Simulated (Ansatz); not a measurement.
# Calculations on Si63V

## 1. Relaxation

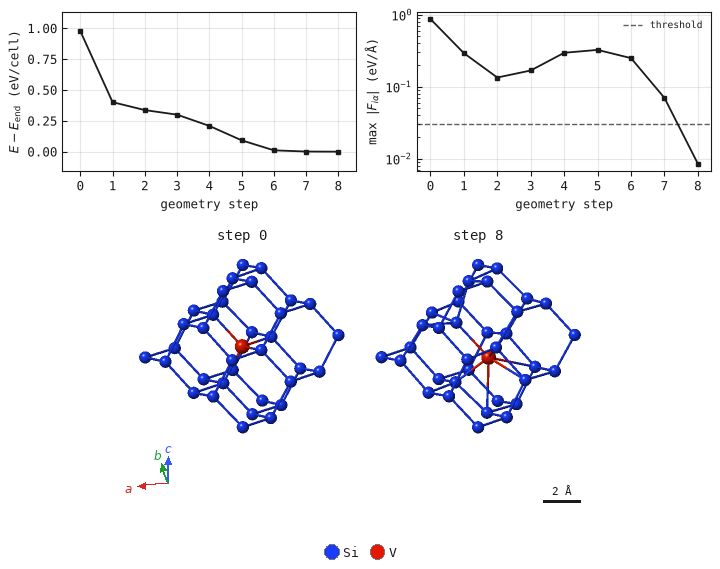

First and last geometry of a relaxation of a defect cell of composition Si63V (cell charge +1), with the history of the run. A ball-and-stick model of the atoms within 5.8 Å of the atom that moves most (axes of the cell of the calculation (origin shifted)), seen from a free direction.

Level of theory: Ansatz, DFT, PBEsol, PAW, plane waves. Set-up: plane-wave cutoff 420 eV; k-point mesh 1 × 1 × 1; mesh shifted by (0.25, 0.25, 0.25); no spin polarisation; atoms relaxed in a fixed cell; force threshold 0.03 eV/Å; at most 80 steps.

Read the history and describe the run.

Answer. It converged. The energy falls by 0.977 eV per cell of the calculation in 8 geometry steps. Largest force component: 0.87 eV/Å at the start, 0.0085 eV/Å at the end. The atom that moves furthest is the V atom (0.84 Å along [−1 −1 −1]). By element the largest moves are V 0.84 Å, Si 0.59 Å. The cell doesn't change. Some distances before and after: Si–V 3.839 → 3.113 Å, Si–V 2.373 → 2.618 Å, Si–Si 2.340 → 2.452 Å, Si–Si 2.378 → 2.452 Å. Among the angles between lasting bonds that change: Si–Si–V 109.8° → 81.3°, Si–Si–V 108.0° → 81.3°, Si–V–Si 110.3° → 84.5°. The run took 8.9 s on 1 × NVIDIA GB300 with 8 threads of Arm Neoverse-V2, peak memory 1.9 GiB.

| step | E − E(0), meV/atom | largest force component, eV/Å |
| --- | --- | --- |
| 0 | 0.00 | 0.8707 |
| 1 | -9.00 | 0.2922 |
| 2 | -10.00 | 0.1340 |
| 3 | -10.58 | 0.1679 |
| 4 | -12.00 | 0.2957 |
| 5 | -13.83 | 0.3244 |
| 6 | -15.10 | 0.2493 |
| 7 | -15.25 | 0.0698 |
| 8 | -15.27 | 0.0085 |

Limits of the set-up: the cell is charged, on a uniform background, and energies carry no finite-size correction.

## 2. Relaxation

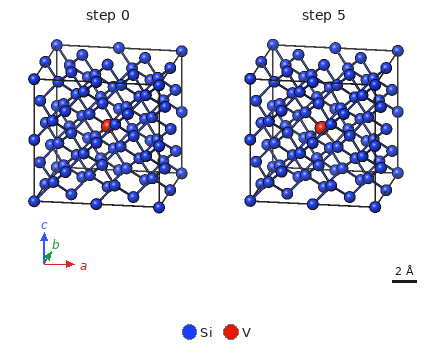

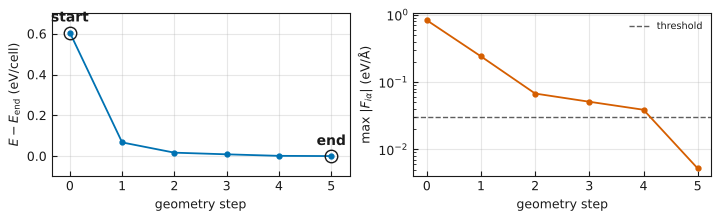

First and last geometry of a relaxation of a defect cell of composition Si63V, with the history of the run. The picture is a ball-and-stick view of the cell of the calculation (origin shifted), seen slightly off an axis.

All numbers below come from DFT, PBEsol, PAW, plane waves in Ansatz 0.2.0. Settings: plane-wave cutoff 420 eV; k-point mesh 1 × 1 × 1; mesh shifted by (0.25, 0.25, 0.25); collinear spin; atoms relaxed in a fixed cell; force threshold 0.03 eV/Å; at most 80 steps.

Question: Read the history and describe the run.

Answer: It converged. The atom that moves furthest is the V atom (0.27 Å along [−1 −1 −1]). Largest moves by element: V 0.27 Å, Si 0.19 Å. The cell stays as it was. Some distances before and after: Si–V 2.373 → 2.456 Å, Si–Si 2.427 → 2.356 Å, Si–Si 2.291 → 2.353 Å, Si–V 2.334 → 2.392 Å. Among the angles between lasting bonds that change: Si–Si–V 108.0° → 96.3°, Si–Si–V 109.8° → 100.4°, Si–V–Si 108.5° → 99.7°. After 5 geometry steps the energy has fallen by 0.606 eV per cell of the calculation. The largest force component goes from 0.83 to 0.0052 eV/Å.

## 3. Defect

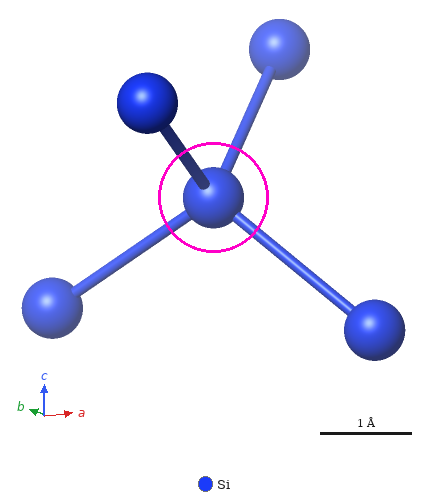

Perfect Si. A ball-and-stick model of the atoms within 3.3 Å of one point, seen slightly off an axis.

All numbers below come from Ansatz, DFT, PBEsol, PAW, plane waves. Set-up: plane-wave cutoff 420 eV; k-point mesh 1 × 1 × 1; mesh shifted by (0.25, 0.25, 0.25); no spin polarisation. Fermi-Dirac smearing of 0.01 eV. A uniform background neutralises the charged cell. The axes drawn are those of the host's conventional cell.

A silicon atom is replaced by vanadium at the ringed place, in charge state +1. The supercell has 64 sites, and the atoms are relaxed at the host's cell.

> Predict the relaxed surroundings of the defect.

In the host the Si atom has 4 Si at 2.35 Å; the V atom ends with 4 Si at 2.35 to 2.62 Å. Of the host's atoms, a silicon atom moves furthest from its site, by 0.59 Å. The V atom itself moves 0.86 Å from where it was put.

The relaxed defect, seen from the same direction:

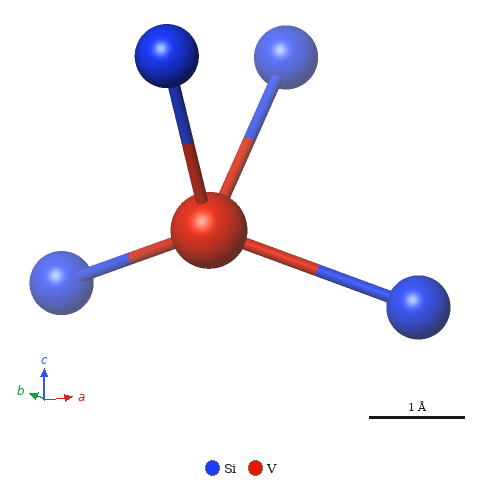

Limits of the set-up: the cell is charged, on a uniform background, and energies carry no finite-size correction.
